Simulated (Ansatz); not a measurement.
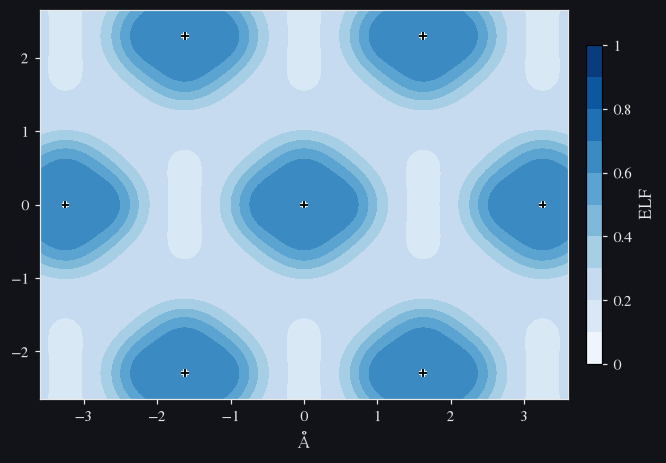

The ELF on a plane through atoms (crosses mark nuclei in the plane).

These are results of Ansatz 0.2.0, DFT, PBE, plane waves (420 eV) with PAW, scalar-relativistic, not measurements.

Candidates:
A. Pt, a = 3.25 Å, b = 3.25 Å, c = 3.25 Å, α = 90.00°, β = 90.00°, γ = 90.00°. Space group Im-3m; set up as Pt, bcc; a generated structure, not necessarily the stable one; changed on purpose from its base cell (volume × 1.08); computed pressure about −15 GPa in this cell.
B. Co, a = 2.50 Å, b = 2.50 Å, c = 8.08 Å, α = 90.00°, β = 90.00°, γ = 120.00°. Space group P6₃/mmc; set up as Co, dhcp; a generated structure, not necessarily the stable one; changed on purpose from its base cell (volume × 1.0); spin-polarised.
C. Rh, a = 2.61 Å, b = 7.92 Å, c = 2.64 Å, α = 90.00°, β = 90.00°, γ = 90.00°. Space group Cmcm; set up as Rh, beta-Sn type; a generated structure, not necessarily the stable one; changed on purpose from its base cell (volume × 0.92); computed pressure about 24 GPa in this cell; computed without spin polarisation.

Q: Which candidate gave the map?

A: Candidate A: Pt on the (011) plane of the conventional cell, which holds Pt. Pt–Pt (2.81 Å): the ELF is about 0.30 at the midpoint (no shared electron pair shows on this line).
